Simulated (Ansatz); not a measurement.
Consider Ta23Si48 (cell with a defect).

Ta23Si48 (cell with a defect), 71 atoms, a = 9.61 Å, b = 9.61 Å, c = 13.19 Å, α = 90.00°, β = 90.00°, γ = 120.00°.

Computed without spin polarisation.

These are results of DFT PBE, scalar-relativistic, plane waves, PAW in Ansatz, not measurements.

What can the converged valence pseudo-density and electron localisation function tell about the bonding?

Si–Si (2.56 Å): ρ is about 0.36 e/Å³ halfway; the ELF peaks at about 0.70 between the atoms.
Si–Si (2.65 Å): ρ is about 0.32 e/Å³ halfway; the ELF peaks at about 0.70 between the atoms.

Metal or insulator at this level of theory?

It is metallic or semimetallic at this level of theory: no gap opens.

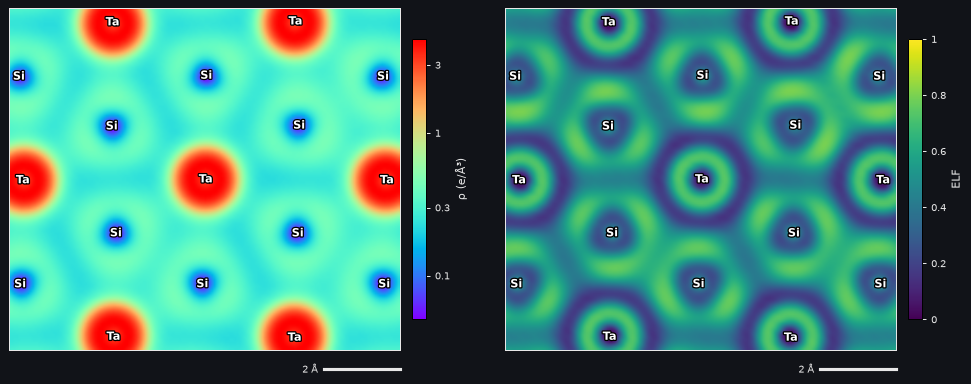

Computed valence pseudo-density and electron localisation function on the (001) plane of the calculation cell, in this order. 

Core electrons are frozen (PAW), and the valence fields are smoothed inside the atomic spheres.
